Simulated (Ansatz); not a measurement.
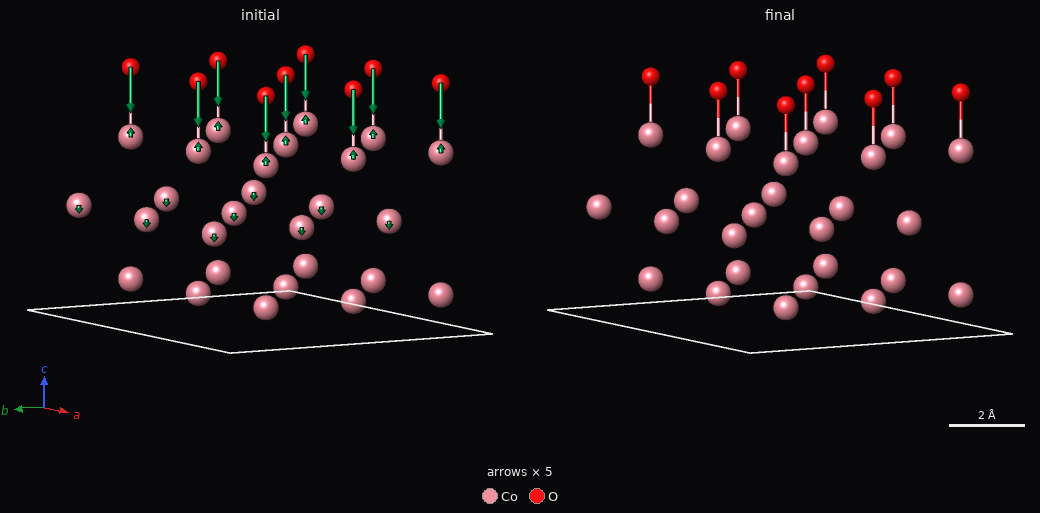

The structure of a slab of composition Co₃O (cut from the P6_3/mmc phase) before (left) and after (right) a constrained relaxation, at one scale. The green arrows give the displacements, 5 times their true length.

Style: ball-and-stick. Shown: the 3 × 3 repeat of the cell, outlined in the plane, without the vacuum, from a free direction.

Case: O put at a top Co site. The slab is the (0 0 1) face of Co with O on it. 1 atoms are held fixed.

The calculation used DFT PBEsol, scalar-relativistic, plane waves, PAW (Ansatz 0.2.0). Settings: plane-wave cutoff 420 eV; k-point mesh 12 × 12 × 1; occupations gaussian; smearing width 0.1 eV; collinear spin; dipole correction; atoms relaxed in a fixed cell; force threshold 0.03 eV/Å; at most 70 steps.

What changed between the two?

After 5 accepted moves (6 points after the start) the energy has fallen by 0.832 eV per cell of the calculation. Largest force component: 3.5 eV/Å at the start, 0.021 eV/Å at the end. 1 step only repeated the SCF at the same geometry. The largest move is that of the O atom, 0.26 Å along the normal (−c). By element the largest moves are O 0.26 Å, Co 0.05 Å. The lattice vectors keep their values. Among the contacts that change: Co–O 1.920 → 1.610 Å, Co–Co 2.416 → 2.499 Å, Co–Co 2.416 → 2.378 Å. The program noted that the starting moments weren't kept. The run took 70 s on 1 thread of AMD EPYC 9R45 96-Core Processor (Zen 5), with other jobs on the host, peak memory 0.53 GiB.

Limits of the set-up: the periodic images lie only 2.5 Å apart, so the values are limited by the cell's size.
